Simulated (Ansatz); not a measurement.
## Electronic structure of HfC in real space

```
Hf C
1.0
     0.00000    0.00000    5.23518
    -5.12401   -2.95835    0.00000
     1.70588   -2.95468    0.00000
Hf C
4 4
Direct
  0.75000 0.65211 0.99797
  0.75000 0.15211 0.49797
  0.25000 0.84789 0.49797
  0.25000 0.34789 0.99797
  0.00000 0.50000 0.50203
  0.00000 0.00000 0.00203
  0.50000 0.50000 0.50203
  0.50000 0.00000 0.00203
```

Space group Ama2; a structure from a database of computed crystals, not necessarily the ambient phase; changed on purpose from its base cell (strained and moved within a subgroup); not relaxed (largest force 1.1 eV/Å); computed pressure about −10 GPa in this cell.

Computed with Ansatz, DFT PBE, scalar-relativistic, plane waves, PAW.

Core electrons are frozen (PAW), and the valence fields are smoothed inside the atomic spheres.

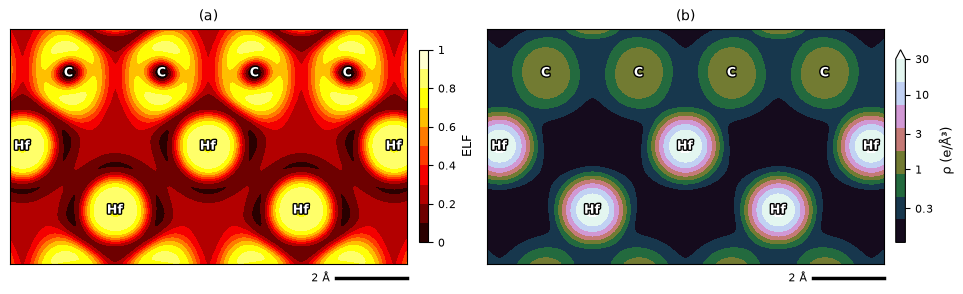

Figure 1. (a) electron localisation function; (b) valence pseudo-density on the (001) plane of the conventional cell.

What does the map show?

- Atoms in the plane: Hf and C.
- Hf–Hf (3.18 Å): ρ is about 0.19 e/Å³ halfway; the ELF is about 0.20 at the midpoint (no localised pair shows between them).
- Hf–C (2.44 Å): ρ at the midpoint is about 0.38 e/Å³; the ELF peaks at about 0.80 in the valence shell of C, 0.7 Å from its nucleus, and is about 0.20 at the midpoint; no shared electron pair shows on this line.
- Between the atoms the lowest density in this plane is 0.11 e/Å³.
- The features right at Hf lie inside the PAW spheres, where the map follows smoothed inner orbitals and isn't to be read closely.

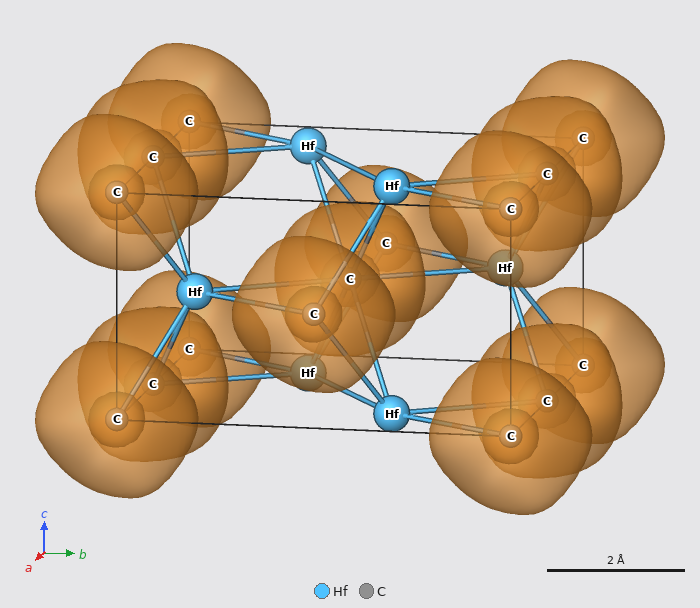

Figure 2. Isosurface of the ELF at 0.6 (orange), seen slightly off an axis. Core shells and regions of very low density are left out. Sticks mark near contacts.

Describe the localisation domains.

At this value the surface marks out four regions wrapped around C (the valence shell of each), counted in one cell of 8 atoms. Any copies at cell faces, edges or corners count once. Profiles from the grid: Hf–C (2.32 Å): the ELF peaks at about 0.80 in the valence shell of C, 0.7 Å from its nucleus, and is about 0.20 at the midpoint; no localised pair shows between them.

Metal or insulator at this level of theory?

It is metallic or semimetallic at this level of theory: no gap opens.
